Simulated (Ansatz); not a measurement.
# Single-point calculation of B32N33 (part 3 of 3)

B32N33 (defect cell, 65 atoms in the cell); DFT PBE, scalar-relativistic, plane waves, PAW, spin-polarised (Ansatz 0.2.0); cutoff 420 eV, 3×3×3 k-mesh, Gaussian smearing of 0.05 eV, collinear spins. The structure derives from a Materials Project entry.

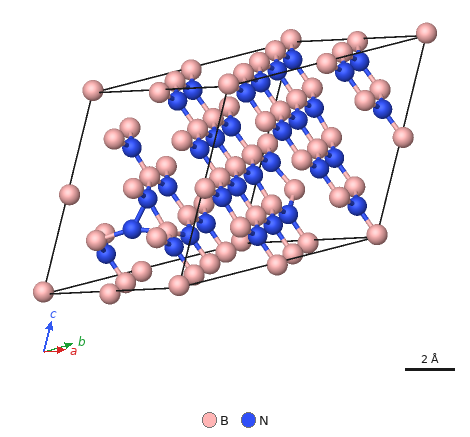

The structure (ball-and-stick view of the cell of the calculation, seen at an oblique angle). An atom can appear more than once, as a periodic image.

Log, continued
```
  k-point 0 ↑: bands = ["-15.3850", "-12.9574", "-12.7071", "-12.0658", "-12.0426", "-11.9223", "-11.8831", "-11.8351", "-11.6517", "-11.6335", "-11.6144", "-11.5855", "-11.5541", "-11.5088", "-11.0574", "-10.3115", "-10.1768", "-10.1297", "-10.0785", "-10.0565", "-9.9763", "-9.9426", "-9.9163", "-9.8069", "-9.7988", "-9.7838", "-9.7740", "-9.7487", "-9.7439", "-9.6551", "-9.5859", "-9.5378", "-8.1246", "-4.6237", "-4.5861", "-4.3353", "-3.9979", "-3.9479", "-3.9014", "-3.4387",
      "-3.3506", "-3.0898", "-3.0753", "-3.0323", "-3.0259", "-2.6831", "-2.6738", "-2.6661", "-2.6525", "-2.6195", "-2.6056", "-2.0199", "-1.6844", "-1.5081", "-1.3389", "-1.3084", "-1.2829", "-1.2716", "-1.1494", "-0.9770", "-0.9757", "-0.9551", "-0.9063", "-0.8981", "-0.8327", "-0.7419", "-0.7149", "-0.5439", "-0.5159", "-0.4763", "-0.2592", "-0.1823", "-0.1808", "-0.1793", "-0.1246", "-0.1120", "0.0981", "0.2055", "0.3291", "0.4063",
      "0.4937", "0.5346", "0.5980", "0.6400", "0.6921", "0.7939", "0.8449", "0.8466", "0.9771", "1.0403", "1.2227", "1.3381", "1.4242", "1.4820", "1.5312", "1.5341", "1.5536", "1.6213", "1.6595", "1.7390", "1.7406", "1.9526", "1.9615", "1.9692", "2.0070", "2.0712", "2.0785", "2.2103", "2.8150", "2.8862", "2.9897", "3.0122", "3.0844", "3.2725", "3.2941", "3.4045", "3.4102", "3.4457", "3.6261", "3.6878",
      "3.8678", "4.0579", "4.1498", "4.1649", "4.2079", "4.2139", "4.2405", "4.3178", "4.4626", "4.6029", "4.7463", "8.6461", "9.1511", "9.2772", "9.4087", "10.0115", "10.0480", "10.0903", "10.2427", "10.2957", "10.4203", "10.4431", "10.4991", "10.6274", "10.6660", "10.6756", "10.7059", "10.7268", "11.0140", "11.7161", "12.3086", "12.3137", "12.3770", "12.3852", "12.5776", "12.6341", "12.8497", "13.2493", "13.2511", "13.3718",
      "13.3731", "13.4862", "13.8539", "14.2042", "14.3152", "14.3212", "14.4567", "14.5088", "14.5571", "14.5878", "14.6340", "14.7789", "14.7846", "14.8330", "14.8521", "15.0511", "15.1398", "15.2279", "15.2358", "15.2619", "15.2721", "15.2919", "15.3642", "15.4203", "15.5398", "15.5720", "15.8711", "15.9791", "16.0684", "16.1153", "16.1652", "16.2607", "16.3121", "16.3324", "16.4751", "16.5343", "16.6525"]
  k-point 1 ↑: bands = ["-15.3839", "-12.8822", "-12.5802", "-12.4584", "-12.2255", "-12.1990", "-11.9215", "-11.8498", "-11.8046", "-11.5010", "-11.2709", "-11.1120", "-11.1052", "-11.0424", "-10.8699", "-10.8003", "-10.5351", "-10.4673", "-10.4501", "-10.3341", "-10.1745", "-10.0208", "-9.9735", "-9.9332", "-9.7616", "-9.7585", "-9.6601", "-9.6330", "-9.6260", "-9.6160", "-9.2616", "-9.2314", "-8.1081", "-4.4339", "-4.4097", "-4.0285", "-3.7238", "-3.7082", "-3.6215", "-3.5789",
      "-3.5723", "-3.5020", "-3.3470", "-3.1836", "-3.1653", "-3.1133", "-3.0892", "-2.6037", "-2.5219", "-2.4085", "-2.0639", "-2.0023", "-1.9287", "-1.9140", "-1.8733", "-1.7582", "-1.5662", "-1.5114", "-1.5113", "-1.3068", "-1.0690", "-1.0586", "-0.9607", "-0.8056", "-0.6953", "-0.4196", "-0.3937", "-0.3429", "-0.2937", "-0.1757", "-0.0061", "0.0251", "0.1063", "0.1453", "0.1805", "0.2890", "0.3589", "0.4419", "0.4525", "0.4943",
      "0.5437", "0.6179", "0.6921", "0.7333", "0.7676", "0.8139", "0.8942", "0.9296", "0.9867", "1.0180", "1.1072", "1.1583", "1.2187", "1.2807", "1.3880", "1.4038", "1.4143", "1.6162", "1.6490", "1.6655", "1.9132", "2.0447", "2.0624", "2.0742", "2.1940", "2.2231", "2.3481", "2.3940", "2.6246", "2.6831", "2.7105", "2.9044", "2.9872", "3.0409", "3.1352", "3.2142", "3.2827", "3.3220", "3.3467", "3.5387",
      "3.5600", "3.8107", "4.0217", "4.1060", "4.1583", "4.2175", "4.2574", "4.4800", "4.6661", "4.8160", "4.9245", "8.7387", "9.4318", "9.5136", "9.5713", "9.7906", "9.8661", "9.9629", "10.0995", "10.1346", "10.2363", "10.2710", "10.4700", "10.4828", "10.5710", "11.1224", "11.1807", "11.4026", "11.5546", "11.7374", "11.7931", "11.9469", "12.2264", "12.3022", "12.4998", "12.6852", "12.7200", "12.7314", "13.1634", "13.2395",
      "13.3833", "13.5354", "13.6001", "13.8781", "13.9063", "14.1144", "14.2422", "14.3402", "14.5462", "14.7673", "14.8713", "14.9403", "15.0267", "15.1110", "15.2151", "15.2317", "15.3336", "15.3776", "15.4264", "15.6788", "15.6797", "15.7286", "15.8141", "15.8959", "15.9595", "16.0976", "16.2855", "16.3411", "16.3488", "16.4839", "16.4899", "16.5526", "16.6130", "16.6521", "16.6963", "16.7493", "16.7972"]
  k-point 2 ↑: bands = ["-15.3840", "-12.8676", "-12.5898", "-12.4812", "-12.2178", "-12.1751", "-11.9379", "-11.8404", "-11.8117", "-11.5135", "-11.2766", "-11.1221", "-11.0996", "-11.0336", "-10.8747", "-10.7954", "-10.5177", "-10.4642", "-10.4464", "-10.2796", "-10.1577", "-10.0209", "-10.0056", "-9.9979", "-9.7605", "-9.7468", "-9.6856", "-9.6585", "-9.6219", "-9.5831", "-9.2508", "-9.2248", "-8.1111", "-4.4775", "-4.3333", "-4.0033", "-3.7698", "-3.7059", "-3.6429", "-3.6132",
      "-3.5505", "-3.4900", "-3.3507", "-3.1951", "-3.1576", "-3.1153", "-3.0796", "-2.6004", "-2.4657", "-2.4087", "-2.1860", "-1.9633", "-1.9274", "-1.9080", "-1.8837", "-1.6581", "-1.6123", "-1.5362", "-1.4674", "-1.2345", "-1.0886", "-1.0505", "-0.9492", "-0.8878", "-0.7175", "-0.4864", "-0.4148", "-0.3324", "-0.3194", "-0.2766", "-0.0657", "0.0655", "0.1139", "0.1463", "0.1952", "0.2954", "0.3850", "0.4394", "0.4830", "0.5358",
      "0.5750", "0.6342", "0.6982", "0.7596", "0.8164", "0.8376", "0.8960", "0.9374", "0.9931", "1.0153", "1.0464", "1.1797", "1.2374", "1.2838", "1.3837", "1.4188", "1.5514", "1.5893", "1.6402", "1.6887", "1.8686", "1.9484", "2.0369", "2.0665", "2.1558", "2.2515", "2.3593", "2.3891", "2.6136", "2.6554", "2.7397", "2.8319", "2.9784", "3.0664", "3.1761", "3.2329", "3.3172", "3.3389", "3.4310", "3.4636",
      "3.5413", "3.7582", "3.9319", "4.1133", "4.1903", "4.2184", "4.3737", "4.4590", "4.6492", "4.7635", "4.9492", "8.7388", "9.4229", "9.5026", "9.6169", "9.7455", "9.8430", "9.9230", "10.0089", "10.1194", "10.2776", "10.3896", "10.4272", "10.4777", "10.7124", "11.0527", "11.2953", "11.4121", "11.5140", "11.6579", "11.8104", "12.0170", "12.1429", "12.3692", "12.4414", "12.6466", "12.6954", "12.7888", "13.0397", "13.1568",
      "13.3006", "13.5291", "13.6904", "13.8772", "14.0036", "14.1193", "14.3287", "14.4714", "14.6122", "14.7277", "14.8222", "14.8502", "14.9989", "15.0790", "15.1965", "15.2542", "15.3517", "15.4351", "15.4815", "15.6362", "15.6771", "15.7310", "15.8772", "15.9223", "15.9842", "16.0849", "16.2284", "16.3103", "16.3620", "16.4326", "16.5290", "16.5825", "16.6434", "16.6635", "16.7216", "16.7392", "16.8109"]
  k-point 13 ↓: bands = ["-15.0639", "-12.8324", "-12.6182", "-12.4792", "-12.2195", "-12.1573", "-11.9077", "-11.8106", "-11.7930", "-11.5130", "-11.2754", "-11.0956", "-11.0839", "-11.0216", "-10.8520", "-10.7624", "-10.5086", "-10.4704", "-10.4462", "-10.2636", "-10.1468", "-10.0032", "-9.9931", "-9.9873", "-9.7649", "-9.7468", "-9.6774", "-9.6399", "-9.5999", "-9.5709", "-9.2337", "-9.2021", "-7.6996", "-4.3761", "-4.2336", "-3.9865", "-3.7338", "-3.7199", "-3.6309", "-3.5915",
      "-3.5490", "-3.4870", "-3.3468", "-3.1914", "-3.1492", "-3.1111", "-3.0599", "-2.5699", "-2.4304", "-2.3931", "-2.1717", "-1.9420", "-1.9251", "-1.9058", "-1.8566", "-1.6513", "-1.5913", "-1.5221", "-1.4528", "-1.1931", "-1.0676", "-0.9458", "-0.8856", "-0.7598", "-0.5919", "-0.4700", "-0.3935", "-0.3178", "-0.2905", "-0.2354", "-0.0915", "0.0010", "0.0866", "0.0969", "0.1452", "0.1812", "0.2171", "0.3796", "0.4363", "0.4526",
      "0.5086", "0.6022", "0.6616", "0.6901", "0.7908", "0.8530", "0.9564", "0.9923", "1.0023", "1.1372", "1.2001", "1.2723", "1.2984", "1.3664", "1.4072", "1.4593", "1.5659", "1.6286", "1.6728", "1.7670", "1.8747", "2.0337", "2.0763", "2.1425", "2.3803", "2.4670", "2.5242", "2.6424", "2.6745", "2.7352", "2.7714", "2.8434", "2.8739", "2.9285", "3.0838", "3.1516", "3.3306", "3.4577", "3.4882", "3.5101",
      "3.6755", "3.8223", "3.9858", "4.0557", "4.1304", "4.2371", "4.3947", "4.4580", "4.5831", "5.0644", "5.9187", "8.8564", "9.4444", "9.6232", "9.7779", "9.8276", "9.8418", "9.9070", "10.0121", "10.1292", "10.1830", "10.3909", "10.5083", "10.6836", "10.9411", "11.1073", "11.2355", "11.4490", "11.6710", "11.7477", "11.8850", "11.9226", "12.0407", "12.1149", "12.1866", "12.3472", "12.5247", "12.6989", "12.8298", "13.0226",
      "13.2339", "13.4618", "13.5862", "13.7443", "13.9026", "14.0530", "14.3320", "14.5478", "14.6906", "14.8287", "14.9119", "14.9759", "15.1808", "15.3040", "15.3456", "15.4495", "15.5399", "15.6104", "15.6612", "15.7912", "15.8353", "15.9530", "16.0289", "16.0444", "16.1851", "16.2293", "16.2828", "16.3462", "16.3578", "16.3710", "16.4073", "16.4259", "16.4923", "16.5823", "16.6217", "16.6649", "16.7062"]
--- Löwdin populations: 65 sites ---
  site symbol       q [e]    m [muB]
     0      B      2.5973    -0.0000
     1      B      2.6224     0.0003
     2      B      2.6127     0.0008
     3      B      2.6133    -0.0003
     4      B      2.5973    -0.0000
     5      B      2.6224     0.0003
     6      B      2.5885     0.0139
     7      B      2.6035    -0.0000
     8      B      2.6102     0.0010
     9      B      2.5935    -0.0002
    10      B      2.6087     0.0032
    11      B      2.5929     0.0009
    12      B      2.6049     0.0011
    13      B      2.5887     0.0139
    14      B      2.6133    -0.0003
    15      B      2.5991     0.0008
    16      B      2.6127     0.0008
    17      B      2.5991     0.0008
    18      B      2.6062     0.0026
    19      B      2.6087     0.0032
    20      B      2.5928     0.0009
    21      B      2.6167     0.0067
    22      B      2.6077    -0.0002
    23      B      2.5965     0.0007
    24      B      2.6677    -0.0200
    25      B      2.6198    -0.0006
    26      B      2.6166     0.0067
    27      B      2.6061     0.0026
    28      B      2.6195     0.0014
    29      B      2.6049     0.0010
    30      B      2.6194     0.0014
    31      B      2.6373    -0.0175
    32      N      5.3470     0.0200
    33      N      5.3350     0.0029
    34      N      5.3423     0.0036
    35      N      5.3246     0.0784
    36      N      5.3469     0.0203
    37      N      5.3350     0.0029
    38      N      5.3326     0.0015
    39      N      5.1240     0.0087
    40      N      5.3383     0.0027
    41      N      5.3356     0.0000
    42      N      5.3405     0.0010
    43      N      5.3346     0.0016
    44      N      5.3325     0.0026
    45      N      5.3326     0.0016
    46      N      5.3239     0.0805
    47      N      5.3330     0.0048
    48      N      5.3423     0.0037
    49      N      5.3330     0.0046
    50      N      5.3279     0.0034
    51      N      5.3405     0.0010
    52      N      5.3346     0.0016
    53      N      5.3375     0.0013
    54      N      5.3437    -0.0016
    55      N      5.3418     0.0000
    56      N      5.3349     0.0037
    57      N      5.3520    -0.0002
    58      N      5.3375     0.0013
    59      N      5.3279     0.0033
    60      N      5.3338     0.0055
    61      N      5.3326     0.0025
    62      N      5.3338     0.0055
    63      N      5.3302     0.0001
    64      N      5.0542     0.7010
  spilling = 0.007292 (of n_electrons = 261.000000)
--- Bader charges: 65 sites ---
  site symbol  charge [e]  shift [e]    m [muB]
     0      B      2.2219     0.0005     0.0001
     1      B      2.2162     0.0005     0.0001
     2      B      2.2186     0.0005     0.0003
     3      B      2.2179     0.0005    -0.0001
     4      B      2.2219     0.0005     0.0001
     5      B      2.2162     0.0005     0.0001
     6      B      2.2218     0.0005     0.0065
     7      B      2.2219     0.0005     0.0000
     8      B      2.2179     0.0005     0.0004
     9      B      2.2265     0.0005     0.0000
    10      B      2.2183     0.0005     0.0012
    11      B      2.2242     0.0005     0.0004
    12      B      2.2219     0.0005     0.0009
    13      B      2.2217     0.0005     0.0066
    14      B      2.2179     0.0005    -0.0001
    15      B      2.2242     0.0005     0.0003
    16      B      2.2186     0.0005     0.0003
    17      B      2.2243     0.0005     0.0003
    18      B      2.2229     0.0005     0.0012
    19      B      2.2184     0.0005     0.0012
    20      B      2.2242     0.0005     0.0004
    21      B      2.2175     0.0005     0.0031
    22      B      2.2207     0.0005    -0.0001
    23      B      2.2245     0.0005     0.0002
    24      B      2.2360     0.0004    -0.0051
    25      B      2.2158     0.0005    -0.0002
    26      B      2.2175     0.0005     0.0032
    27      B      2.2228     0.0005     0.0012
    28      B      2.2174     0.0005     0.0013
    29      B      2.2219     0.0005     0.0009
    30      B      2.2174     0.0005     0.0013
    31      B      2.2174     0.0005    -0.0048
    32      N     -2.2080     0.0005     0.0212
    33      N     -2.2186     0.0005     0.0038
    34      N     -2.2205     0.0005     0.0035
    35      N     -2.1384     0.0005     0.0838
    36      N     -2.2077     0.0005     0.0216
    37      N     -2.2186     0.0005     0.0039
    38      N     -2.2172     0.0005     0.0023
    39      N     -1.5587     0.0017     0.0453
    40      N     -2.2194     0.0005     0.0023
    41      N     -2.2220     0.0005     0.0002
    42      N     -2.2217     0.0005     0.0009
    43      N     -2.2199     0.0005     0.0016
    44      N     -2.2220     0.0005     0.0036
    45      N     -2.2171     0.0005     0.0024
    46      N     -2.1368     0.0005     0.0859
    47      N     -2.2150     0.0005     0.0076
    48      N     -2.2204     0.0005     0.0036
    49      N     -2.2151     0.0005     0.0074
    50      N     -2.2208     0.0005     0.0042
    51      N     -2.2218     0.0005     0.0009
    52      N     -2.2199     0.0005     0.0015
    53      N     -2.2197     0.0005     0.0015
    54      N     -2.2200     0.0005     0.0001
    55      N     -2.2247     0.0005     0.0006
    56      N     -2.2191     0.0005     0.0046
    57      N     -2.2085     0.0005    -0.0011
    58      N     -2.2198     0.0005     0.0015
    59      N     -2.2207     0.0005     0.0041
    60      N     -2.2169     0.0005     0.0069
    61      N     -2.2221     0.0005     0.0036
    62      N     -2.2169     0.0005     0.0070
    63      N     -2.2183     0.0005     0.0007
    64      N     -0.8999     0.0021     0.6418
  estimated error of the sums over rays = 5.0e-4 e
```

Key numbers

```tsv
quantity	value
outcome	converged
electrons treated	261
free energy	−17735.8382 eV
Fermi energy	5.453 eV
gap on the k-point mesh	0.73 eV
net moment of the cell	1.00 μB
integrated absolute moment	1.10 μB
largest force (length of the vector)	0.039 eV/Å
hardware	4 threads of Arm Neoverse N1, 98 GiB of memory available, shared host
wall time	13 min (CPU time 52 min)
peak memory	3.8 GiB
```
